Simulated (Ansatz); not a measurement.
Single-point calculation, with input and output: Mo (part 2 of 2)

The same run, continued: Mo (slab, 16 atoms in the cell); DFT PBE, scalar-relativistic, plane waves, PAW, PAW set soft_1, no spin polarisation (Ansatz 0.2.0); cutoff 420 eV, 4×4×1 k-mesh, Gaussian smearing of 0.1 eV. The structure derives from an entry of the Crystallography Open Database.

Geometry of the input (Å; fractional positions):
```
6.3209  0.0000  0.0000
0.0000  6.3209  0.0000
0.0000  0.0000  21.5884
Mo 0.2500  0.2500  0.1853
Mo 0.2500  0.7500  0.1853
Mo 0.7500  0.2500  0.1853
Mo 0.7500  0.7500  0.1853
Mo 0.0000  0.0000  0.2585
Mo 0.0000  0.5000  0.2585
Mo 0.5000  0.0000  0.2585
Mo 0.5000  0.5000  0.2585
Mo 0.2500  0.2500  0.3340
Mo 0.2500  0.7500  0.3340
Mo 0.7500  0.2500  0.3340
Mo 0.7500  0.7500  0.3340
Mo 0.0000  0.0000  0.3978
Mo 0.0000  0.5000  0.3978
Mo 0.5000  0.0000  0.3978
Mo 0.5000  0.5000  0.3978
```

**Output, continued**
```
  k-point 0: bands = ["-57.5265", "-57.3695", "-57.3695", "-57.3540", "-57.3494", "-57.3473", "-57.3473", "-57.3261", "-57.1245", "-57.1245", "-57.1055", "-57.1021", "-57.0696", "-57.0696", "-57.0493", "-57.0022", "-32.1177", "-32.1177", "-32.1032", "-32.1032", "-32.0439", "-32.0439", "-31.7506", "-31.7167", "-31.7167", "-31.6726", "-31.6726", "-31.6307", "-31.6307", "-31.5925", "-31.5755", "-31.5755", "-31.4773", "-31.4435", "-31.3829", "-31.3829", "-31.3437", "-31.3437", "-31.3310", "-31.3310", "-31.2678", "-31.2583", "-31.2120", "-31.1058", "-31.1058", "-31.0739", "-31.0739", "-31.0334", "-31.0334", "-31.0315", "-31.0315", "-31.0176", "-31.0176", "-30.9508", "-30.9327", "-30.9327", "-30.8859", "-30.8859", "-30.8147", "-30.8147", "-30.7998", "-30.7998", "-30.7568", "-30.7568", "-2.6015", "-1.3043", "-1.1252", "-1.1252", "-0.9864", "-0.9864", "-0.9337", "-0.6896", "-0.6491", "-0.5615", "0.2643", "0.3755", "0.4237", "0.4237", "0.5225", "0.5225", "0.6035", "0.6035", "0.8187", "0.8187", "0.9692", "0.9692", "1.1177", "1.1190", "1.2919", "1.2919", "1.4681", "1.4681", "1.4994", "1.4994", "2.4445", "2.4445", "2.5052", "2.5052", "2.5704", "2.6231", "2.6231", "2.7649", "2.7850", "2.7850", "3.1222", "3.1222", "3.1837", "3.1837", "3.2090", "3.2090", "3.3061", "3.5135", "3.9298", "4.0264", "4.0264", "4.3889", "4.3889", "4.4751", "4.4751", "4.7294", "4.7294", "4.7356", "4.9494", "5.0564", "5.0564", "5.1104", "5.1203", "5.1203", "5.6056", "5.6416", "5.6416", "5.7778", "5.7778", "5.7780", "5.8747"]
  k-point 1: bands = ["-57.5105", "-57.4107", "-57.3666", "-57.3524", "-57.3483", "-57.3442", "-57.3326", "-57.3292", "-57.1218", "-57.1207", "-57.1083", "-57.1047", "-57.0666", "-57.0576", "-57.0523", "-57.0105", "-32.0898", "-32.0842", "-32.0666", "-32.0618", "-32.0075", "-31.9983", "-31.8304", "-31.7665", "-31.7512", "-31.7171", "-31.7022", "-31.6832", "-31.6248", "-31.6000", "-31.5590", "-31.5460", "-31.4721", "-31.4592", "-31.4307", "-31.3897", "-31.3683", "-31.3451", "-31.3325", "-31.2993", "-31.2723", "-31.2254", "-31.1502", "-31.1317", "-31.1113", "-31.1073", "-31.0460", "-31.0424", "-31.0326", "-31.0255", "-31.0097", "-31.0080", "-31.0000", "-30.9652", "-30.9425", "-30.9047", "-30.8814", "-30.8462", "-30.8291", "-30.8165", "-30.8020", "-30.8007", "-30.7856", "-30.7790", "-2.3014", "-1.1708", "-1.0960", "-0.8428", "-0.8080", "-0.7244", "-0.6896", "-0.5515", "-0.4724", "-0.4045", "0.0443", "0.1548", "0.2997", "0.4286", "0.4492", "0.5080", "0.6220", "0.6932", "0.8827", "0.9176", "0.9287", "0.9548", "1.0160", "1.0401", "1.0869", "1.1643", "1.2375", "1.5443", "1.6682", "1.9964", "2.0267", "2.1823", "2.2817", "2.2858", "2.3259", "2.7305", "2.7394", "2.8577", "2.8834", "2.9701", "2.9767", "3.0289", "3.0762", "3.2452", "3.3751", "3.4394", "3.4720", "3.5560", "3.7023", "3.7059", "3.8355", "3.8566", "4.1668", "4.3130", "4.3404", "4.4378", "4.6518", "4.8350", "4.8808", "4.9299", "4.9354", "5.0268", "5.1296", "5.1411", "5.1661", "5.1946", "5.2595", "5.4462", "5.4505", "5.5525", "5.5779"]
  k-point 2: bands = ["-57.4674", "-57.4674", "-57.3595", "-57.3595", "-57.3367", "-57.3367", "-57.3362", "-57.3362", "-57.1150", "-57.1150", "-57.1119", "-57.1119", "-57.0594", "-57.0594", "-57.0324", "-57.0324", "-32.0597", "-32.0597", "-31.9657", "-31.9657", "-31.9443", "-31.9443", "-31.8819", "-31.8819", "-31.8540", "-31.8540", "-31.7057", "-31.7057", "-31.5899", "-31.5899", "-31.5435", "-31.5435", "-31.5304", "-31.5304", "-31.3466", "-31.3466", "-31.3383", "-31.3383", "-31.3313", "-31.3313", "-31.2309", "-31.2309", "-31.2202", "-31.2202", "-31.1025", "-31.1025", "-31.0439", "-31.0439", "-31.0080", "-31.0080", "-30.9705", "-30.9705", "-30.9576", "-30.9576", "-30.9156", "-30.9156", "-30.8647", "-30.8647", "-30.8496", "-30.8496", "-30.8115", "-30.8115", "-30.7879", "-30.7879", "-1.5845", "-1.5845", "-0.7985", "-0.7985", "-0.3206", "-0.3206", "-0.2586", "-0.2586", "-0.1365", "-0.1365", "-0.0120", "-0.0120", "0.0621", "0.0621", "0.1945", "0.1945", "0.2775", "0.2775", "0.6777", "0.6777", "0.8681", "0.8681", "1.3730", "1.3730", "1.5909", "1.5909", "1.6724", "1.6724", "1.6783", "1.6783", "1.7023", "1.7023", "2.3200", "2.3200", "2.5858", "2.5858", "2.6567", "2.6567", "2.8332", "2.8332", "2.9819", "2.9819", "3.0806", "3.0806", "3.1512", "3.1512", "3.2539", "3.2539", "3.3280", "3.3280", "4.1304", "4.1304", "4.1615", "4.1615", "4.2792", "4.2792", "4.4112", "4.4112", "4.7082", "4.7082", "4.9314", "4.9314", "5.0050", "5.0050", "5.0494", "5.0494", "5.2572", "5.2572", "5.3342", "5.3342", "5.4104"]
  k-point 5: bands = ["-57.4248", "-57.4248", "-57.4248", "-57.4248", "-57.3266", "-57.3266", "-57.3266", "-57.3266", "-57.1132", "-57.1132", "-57.1132", "-57.1132", "-57.0447", "-57.0447", "-57.0447", "-57.0447", "-31.9202", "-31.9202", "-31.9202", "-31.9202", "-31.8877", "-31.8877", "-31.8877", "-31.8877", "-31.8305", "-31.8305", "-31.8305", "-31.8305", "-31.6075", "-31.6075", "-31.6075", "-31.6075", "-31.5284", "-31.5284", "-31.5284", "-31.5284", "-31.3364", "-31.3364", "-31.3364", "-31.3364", "-31.1666", "-31.1666", "-31.1666", "-31.1666", "-31.0569", "-31.0569", "-31.0569", "-31.0569", "-31.0037", "-31.0037", "-31.0037", "-31.0037", "-30.9616", "-30.9616", "-30.9616", "-30.9616", "-30.8524", "-30.8524", "-30.8524", "-30.8524", "-30.7793", "-30.7793", "-30.7793", "-30.7793", "-0.7146", "-0.7146", "-0.7146", "-0.7146", "0.2160", "0.2160", "0.2160", "0.2160", "0.3415", "0.3415", "0.3415", "0.3415", "0.4488", "0.4488", "0.4488", "0.4488", "0.5209", "0.5209", "0.5209", "0.5209", "0.9710", "0.9710", "0.9710", "0.9710", "1.1453", "1.1453", "1.1453", "1.1453", "1.3405", "1.3405", "1.3405", "1.3405", "1.8654", "1.8654", "1.8654", "1.8654", "2.1243", "2.1243", "2.1243", "2.1243", "2.8722", "2.8722", "2.8722", "2.8722", "3.2115", "3.2115", "3.2115", "3.2115", "3.3394", "3.3394", "3.3394", "3.3394", "3.9623", "3.9623", "3.9623", "3.9623", "4.4333", "4.4333", "4.4333", "4.4333", "4.7380", "4.7380", "4.7380", "4.7380", "5.3526", "5.3526", "5.3526", "5.3526", "5.4776", "5.4776", "5.4776"]
```

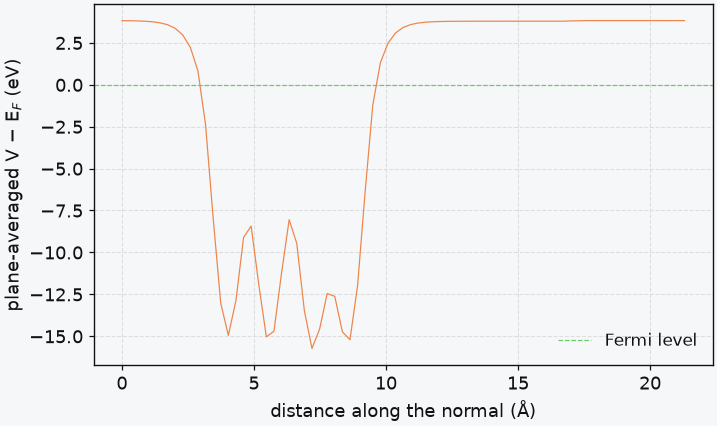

**Figure 1.** Plane average of the electrostatic potential energy of an electron across the cell, from the Fermi level. The vacuum level lies 3.79 eV above the Fermi level on the upper side and 3.83 eV on the lower.

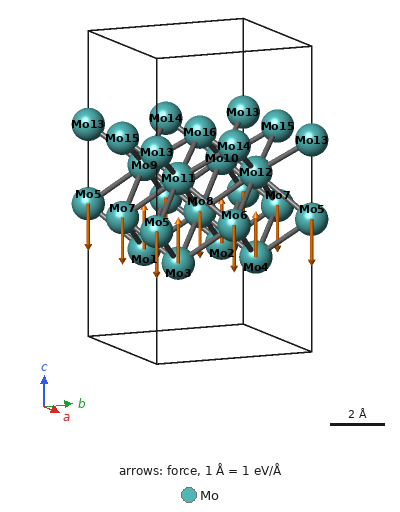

**Figure 2.** Forces on the atoms as orange arrows (ball-and-stick view of the cell of the calculation, with the vacuum cut short, seen slightly off an axis; atoms are numbered from 1 in the order of the input); the smallest are left out. The largest act on Mo5, Mo6, Mo7, Mo8 (1.79 eV/Å); Mo1, Mo2, Mo3, Mo4 (1.75 eV/Å). The geometry is not a stationary point of this energy.

**Results in brief**

```json
{"quantity": "outcome", "value": "converged"}
{"quantity": "electrons treated", "value": "224"}
{"quantity": "free energy", "value": "−79280.1004 eV"}
{"quantity": "work function, top face", "value": "3.79 eV"}
{"quantity": "work function, bottom face", "value": "3.83 eV"}
{"quantity": "Fermi energy", "value": "3.412 eV"}
{"quantity": "gap on the k-point mesh", "value": "none (metallic)"}
{"quantity": "work function (upper face)", "value": "3.79 eV"}
{"quantity": "largest force (length of the vector)", "value": "1.789 eV/Å"}
{"quantity": "hardware", "value": "8 threads of Arm Neoverse N1, 98 GiB of memory available, shared host"}
{"quantity": "wall time", "value": "20 s (CPU time 2.4 min)"}
{"quantity": "peak memory", "value": "2.6 GiB"}
```
